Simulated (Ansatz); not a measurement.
**A Fermi-surface study of Al2Cu (I4/mcm)**

```
Al Cu
1.0
    -3.03350    3.03350    2.43850
     3.03350   -3.03350    2.43850
     3.03350    3.03350   -2.43850
Al Cu
4 2
Cartesian
  3.9927 0.9592 0.0000
  2.0743 0.9592 2.4385
  -0.9592 2.0743 2.4385
  0.9592 2.0743 0.0000
  0.0000 0.0000 3.6578
  0.0000 0.0000 1.2192
```

These are results of Ansatz, DFT LDA, scalar-relativistic, plane waves, PAW; levels and slopes on a dense k mesh at the converged density, not measurements. No spin polarisation. Mesh 24×24×24, interpolated with the band slopes. Cell and positions as given, without relaxation (residual pressure −6 GPa).

### 1. The sheets

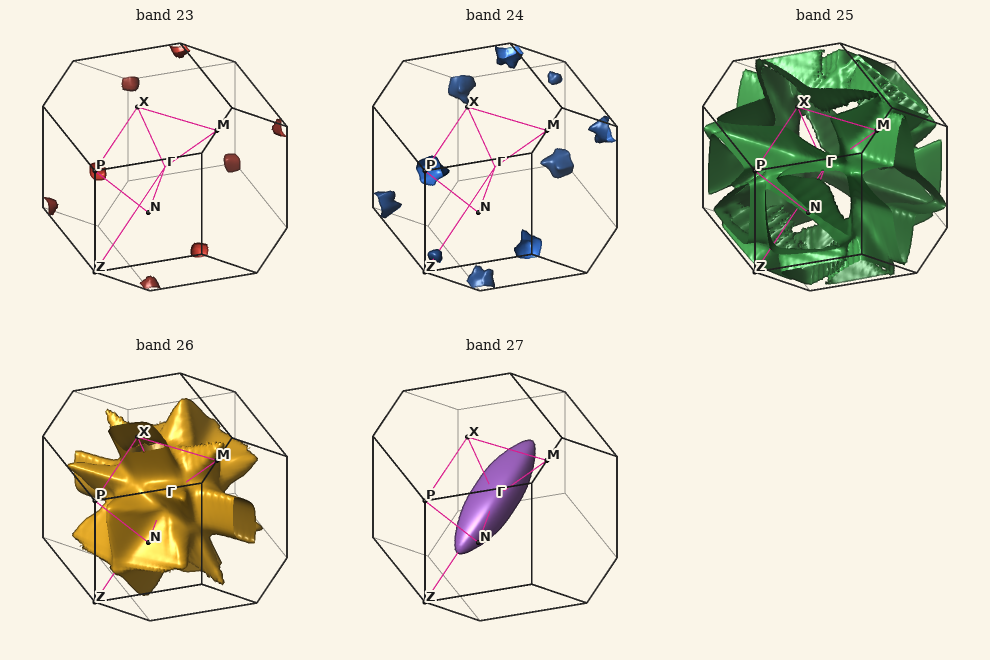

Computed Fermi surface of this crystal. Each panel holds one band. The brighter face of a sheet looks towards empty states.

Question: Describe the Fermi surface sheet by sheet.

Answer: Five bands cross the Fermi level; this is a three-dimensional metal.

Band 23: two hole pockets centred at P (each 0.14 % of the zone).
Band 24: two hole pockets centred at P (each 0.50 % of the zone) and specks under 0.04 % of the zone, which the mesh doesn't resolve and which may come from the interpolation.
Band 25: a multiply connected open sheet, with filled and empty regions both running through the repeated zones in all directions (the band is filled at Γ and X and empty at M, P and N).
Band 26: an open sheet between a empty part that runs through the repeated zones in all directions and a filled one that does so in two.
Band 27: one electron pocket centred at Γ (2.4 % of the zone).
A pocket cut by a face of the zone is counted once with the part on the opposite face.

Question: What does the calculation give for N(E_F) and the Drude plasma frequency?

Answer: The density of states at the Fermi level is 2.0 states/eV per primitive cell. The intraband plasma frequencies along the cartesian axes x, y and z of the cell as given are 7.5, 7.5 and 8.1 eV.

### 2. Speeds

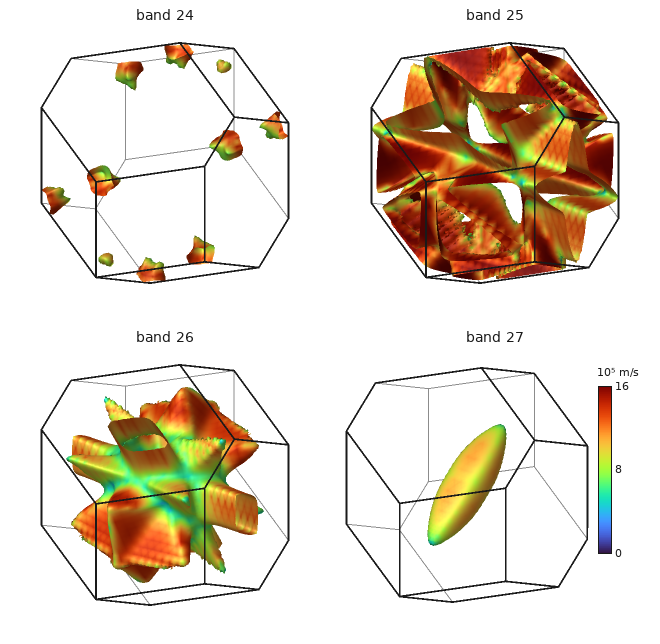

Fermi surface of this crystal (the four sheets of greatest area among five bands), coloured by the Fermi speed.

Question: Give the range and mean of the Fermi speed for each band.

Answer: Band 24: 7.4 to 14 × 10⁵ m/s over most of the sheet, 11 × 10⁵ m/s on average over states. Band 25: 8.0 to 16 × 10⁵ m/s over most of the sheet, 12 × 10⁵ m/s on average over states. Band 26: 6.3 to 14 × 10⁵ m/s over most of the sheet, 10 × 10⁵ m/s on average over states. Band 27: 7.3 to 11 × 10⁵ m/s over most of the sheet, 9.9 × 10⁵ m/s on average over states.

Question: Which of these bands adds most to the density of states at the Fermi level?

Answer: Band 25, with 1.0 of 2.0 states/eV per cell.

### 3. Cuts and bands

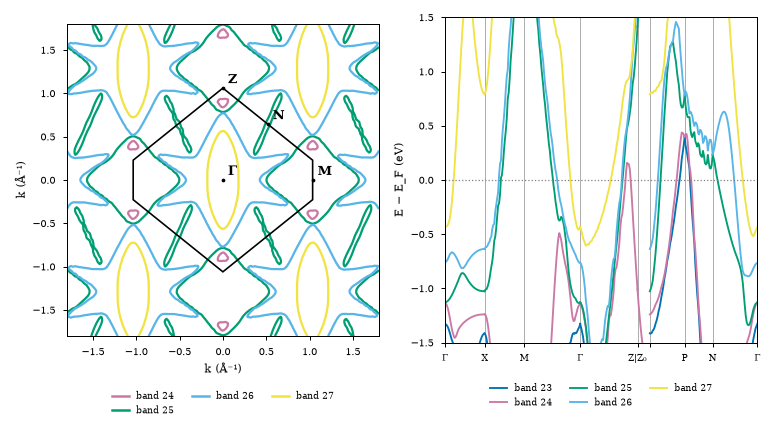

This crystal: cut through the Fermi surface in the plane through Γ, M and Z, and the bands that cross the Fermi level.

Question: Give each band's level at the labelled points, in eV from the Fermi level.

Answer:
| band | Γ | M | X | P | N |
| --- | --- | --- | --- | --- | --- |
| band 23 | −1.33 | below | −1.42 | +0.40 | below |
| band 24 | −1.13 | below | −1.24 | +0.40 | below |
| band 25 | −1.13 | above | −1.03 | +0.78 | +0.23 |
| band 26 | −0.76 | above | −0.64 | +0.78 | +0.23 |
| band 27 | −0.43 | above | +0.79 | above | above |

Negative values are filled states; "above" and "below" lie outside the plotted window.

### 4. Weight on the atoms

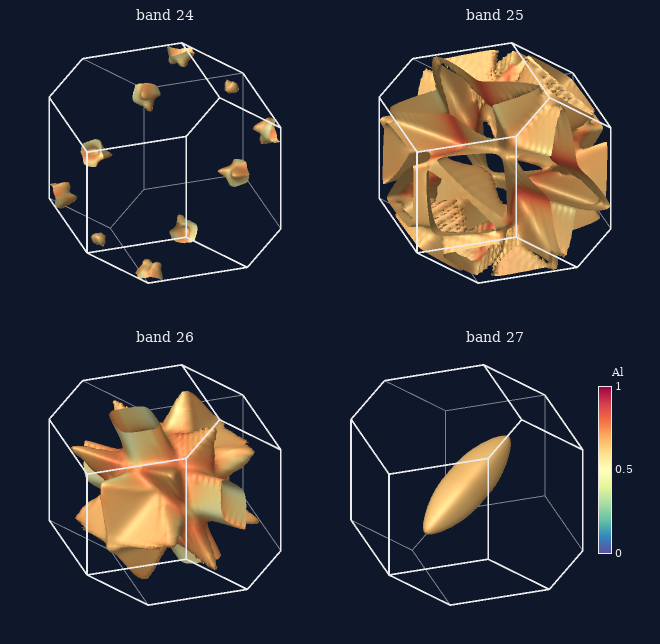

Fermi surface of this crystal (the four sheets of greatest area among five bands), coloured by the weight of the states on Al (Voronoi cells).

Question: How much Al character do the sheets have, and what else?

Answer: Band 24: Al (64 %) and Cu (36 %). Band 25: Al (68 %) and Cu (32 %). Band 26: Al (69 %) and Cu (31 %). Band 27: Al (65 %) and Cu (35 %).

Necks and pockets thinner than about two mesh steps aren't resolved, so separate pockets may in truth be joined.

Cost: 62 s on 2 threads of Intel(R) Xeon(R) Platinum 8259CL CPU @ 2.50GHz (Skylake/Cascade Lake), with other jobs on the host, peak memory 1.5 GiB.
